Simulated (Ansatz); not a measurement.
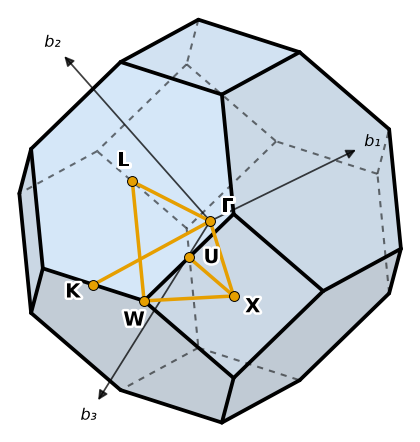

Crystal: W, the end point of a relaxation with DFT, BLYP, plane waves (420 eV) with PAW, scalar-relativistic in Ansatz; the starting structure was generated, so it need not be a known form of this composition. The first Brillouin zone and its special points. All values are computed from the atomic coordinates in the standard setting (tolerance 0.002 Å).

Space group Fm-3m (No. 225); a = 4.084 Å, b = 4.084 Å, c = 4.084 Å, α = 90.00°, β = 90.00°, γ = 90.00°.

Labels and path follow the convention of Hinuma et al. (2017), as computed by seekpath; the arrows show the directions of the reciprocal primitive vectors b₁, b₂, b₃, in which coordinates are given; lengths include the factor 2π.

> List the special points with their coordinates and distances from Γ.

```tsv
point	k₁	k₂	k₃	length of k (1/Å)
Γ	0	0	0	0.000
X	1/2	0	1/2	1.539
L	1/2	1/2	1/2	1.332
W	1/2	1/4	3/4	1.720
K	3/8	3/8	3/4	1.632
U	5/8	1/4	5/8	1.632
```

> What is the zone's volume?

(2π)³ over the primitive cell's volume of 17.02 Å³: 14.6 Å⁻³.
